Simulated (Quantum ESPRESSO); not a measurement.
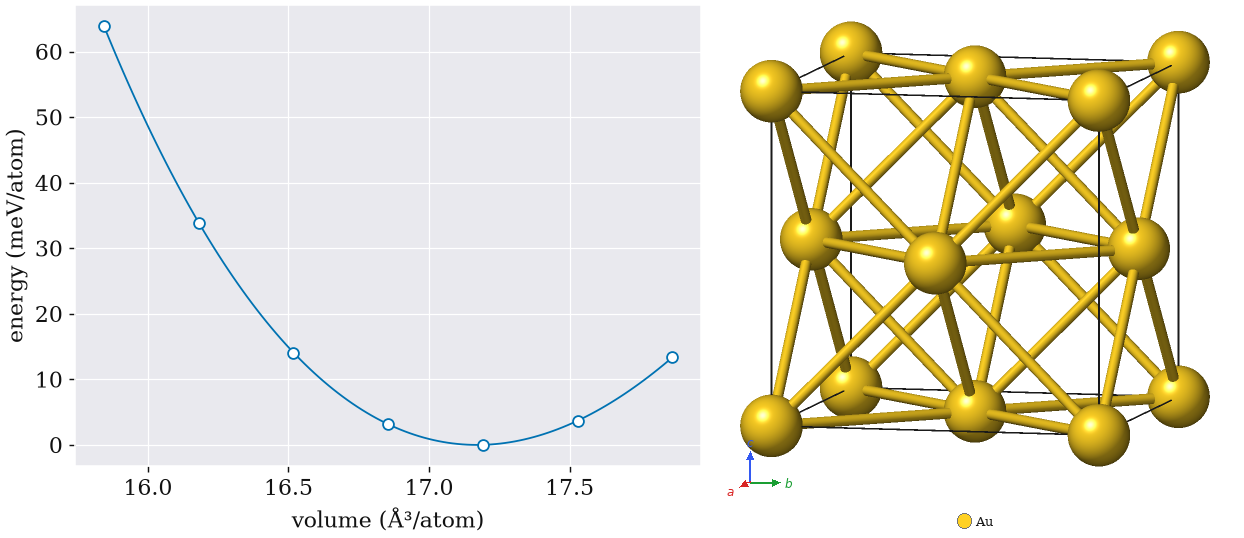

The figure shows the energy against volume for Au, space group Fm-3m (No. 225). The conventional cell is drawn beside the plot.

Starting cell:
```
CELL_PARAMETERS angstrom
0.00000 2.03500 2.03500
2.03500 0.00000 2.03500
2.03500 2.03500 0.00000
ATOMIC_POSITIONS crystal
Au 0.00000 0.00000 0.00000
```

How it was computed, with Quantum ESPRESSO 7.5: plane-wave DFT, no spin polarisation; energies at scaled volumes of the given cell, shape and fractions fixed, counted from the fit's minimum, third-order Birch-Murnaghan fit. Level: RGE2.

- k mesh: 11×11×11
- occupations: Fermi–Dirac
- smearing width: 0.05 eV
- potentials: PseudoDojo 0.4.1 SR PBE standard
- wave cutoff: 1034 eV
- density cutoff: 4136 eV

From this curve and the settings, what does the calculation give for the pressure at the same points?

The pressure falls from 16.84 GPa at volume 15.84 Å³/atom to −5.91 GPa at 17.87 Å³/atom, and changes sign near 17.17 Å³/atom.

```json
{"volume (Å³/atom)": "15.84", "pressure (GPa)": "16.84"}
{"volume (Å³/atom)": "16.18", "pressure (GPa)": "11.70"}
{"volume (Å³/atom)": "16.52", "pressure (GPa)": "7.19"}
{"volume (Å³/atom)": "16.85", "pressure (GPa)": "3.24"}
{"volume (Å³/atom)": "17.19", "pressure (GPa)": "-0.23"}
{"volume (Å³/atom)": "17.53", "pressure (GPa)": "-3.26"}
{"volume (Å³/atom)": "17.87", "pressure (GPa)": "-5.91"}
```

Note: potentials made for another functional; spin-orbit coupling left out, heavy elements.
